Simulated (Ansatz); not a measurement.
# A thicker film of CaO (110) from five thinner ones

In a field along its normal an insulating film takes a dipole p. Written as a length, p/(ε₀AE), it should grow by 1 − 1/ε for each ångström added.

How it was computed: Ansatz 0.2.0, plane waves with PAW datasets (its set soft_2), PBE; rocksalt films relaxed at a bulk in-plane lattice constant near the measured one, then held in weak fields of both signs with a dipole correction (A is the cell's area, E the outer field).

| run | distance between the outer atoms (Å) | p/(ε₀AE) (Å) |
| --- | --- | --- |
| 5 units | 6.624 | 7.488 |
| 6 units | 8.338 | 8.665 |
| 8 units | 11.762 | 11.205 |
| 9 units | 13.472 | 12.472 |
| 12 units | 18.609 | 16.253 |
| 16 units | 25.457 | ? |

Q: Estimate the withheld value from the rows shown.

A least-squares line through the 5 rows shown has slope 0.7338 and intercept 2.5864; no row lies more than 0.041 Å off it. That slope means ε = 1/(1 − 0.7338) = 3.76. At 25.457 it gives 0.7338 × 25.457 + 2.5864 = 21.267 Å, beyond the rows fitted. Rounding and scatter of the rows alone allow about ±0.093 Å there.

The run itself gives 21.296 Å: a miss of +0.029 Å, or 0.1 % of the value. The length is met to within 1 %, though ε is more sensitive than the length: the two thickest films give ε = 3.79.

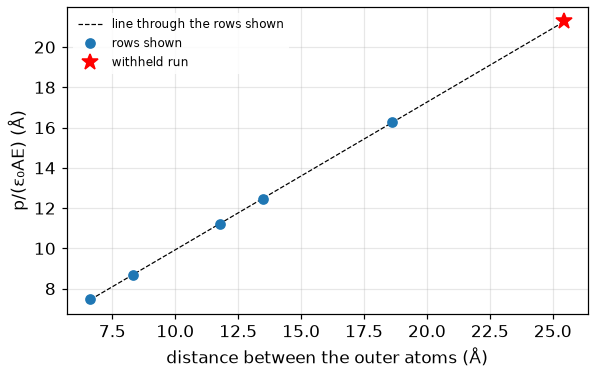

The fit and the withheld run.

Caveats: This is the electronic response alone. A unit is one step of the cut along the normal (a plane, a pair of planes or a cell), and the layers relax along it, away from their bulk spacing where the functional's lattice constant differs from the one held.
